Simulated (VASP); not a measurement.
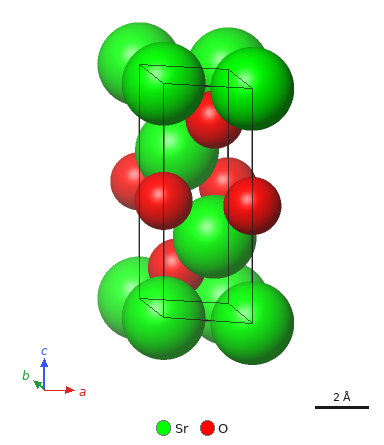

Drawn in the space-filling manner and seen slightly off an axis. The wireframe shows the conventional unit cell.

SrO, space group R-3m (No. 166), a = 3.50 Å, b = 3.50 Å, c = 9.18 Å, α = 90.00°, β = 90.00°, γ = 120.00°.

Theory: DFT, PBE, plane waves, PAW in VASP. Numerical settings: a cutoff energy of 520 eV, k-points about 0.27 Å⁻¹ apart, Fermi-Dirac smearing of 0.02 eV.

> What is the electronic character?

An insulator at this level, with a gap of 3.15 eV, indirect; the smallest direct gap is 3.21 eV.

> Under what pressure is the structure?

The computed pressure is 8.0 GPa (compressed: it would expand).

Its origin is a structure type filled with these elements by a generator (whether the compound takes this form wasn't checked). The cell was then strained or its atoms displaced on purpose. An electronic-structure calculation with VASP was run on it.

At this level of theory the run's own cell isn't at rest (compressed, at 8 GPa), so its distances can differ from those at equilibrium, the more so the softer the solid.
